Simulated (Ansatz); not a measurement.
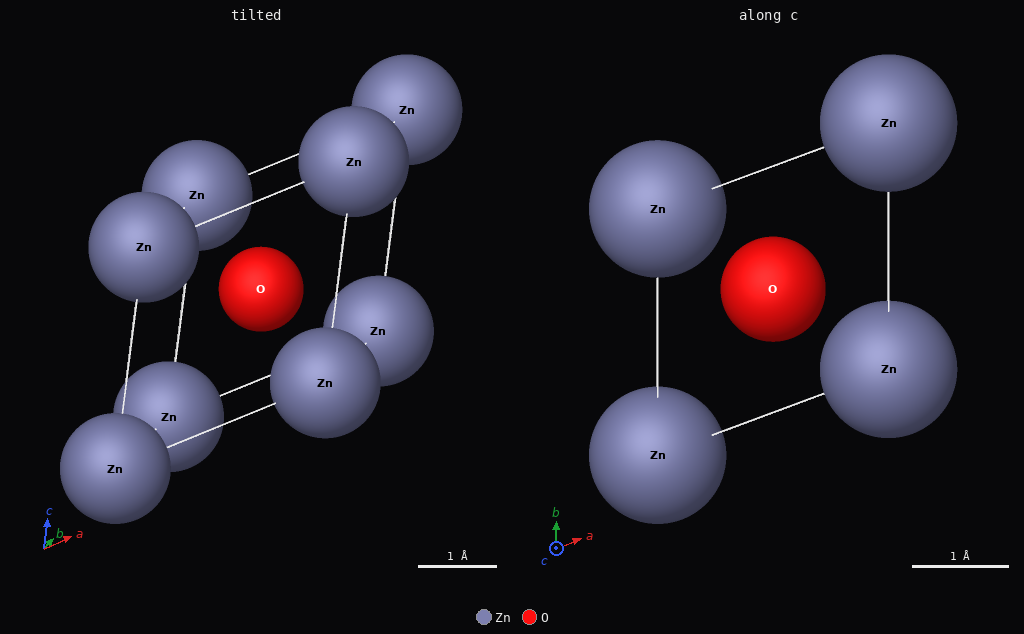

Crystal structure, spheres-only style, seen slightly off an axis and along the c axis. The lines enclose the simulation cell; boundary atoms appear with their images.

Full input:
```yaml
crystal:
  lattice:
    - [0.0754600268, 2.1469243276, 2.1469243276]
    - [2.1469243276, 0.0754600268, 2.1469243276]
    - [2.1469243276, 2.1469243276, 0.0754600268]
  atoms:
    - { symbol: Zn, position: [0.0, 0.0, 0.0] }
    - { symbol: O, position: [0.5, 0.5, 0.5] }
kpoints:
  mp_grid: { grid: [10, 10, 10] }
  band_path:
    path:
      - [0.0, 0.0, 0.0]
      - [0.5, 0.0, 0.5]
      - [0.625, 0.25, 0.625]
      - [0.375, 0.375, 0.75]
      - [0.5, 0.5, 0.5]
      - [0.5, 0.25, 0.75]
    npoints: 1
hamiltonian:
  xc: r2scan
scf:
  occupations: { method: fixed }
  n_extra_bands: 4
output:
  forces: true
  stress: true
  eigenvalues: true
```

The numbers come from Ansatz 0.2.0, DFT, r2SCAN, plane waves, PAW, using cutoff 500 eV, 10×10×10 k-points, no spin polarisation.

> Is the electronic structure metallic or gapped?

A semiconductor at this level, with a gap of 1.67 eV, indirect; the smallest direct gap is 3.14 eV.

> Under what pressure is the structure?

The computed pressure is 7.3 GPa (compressed: it would expand).

The structure was taken from a structure type filled with these elements by a generator (whether the compound takes this form wasn't checked). The cell was then strained or its atoms displaced on purpose. A calculation with Ansatz used it as input.

At this level of theory the cell isn't at rest (compressed, at 7 GPa), so its distances can differ from those at equilibrium, the more so the softer the solid.
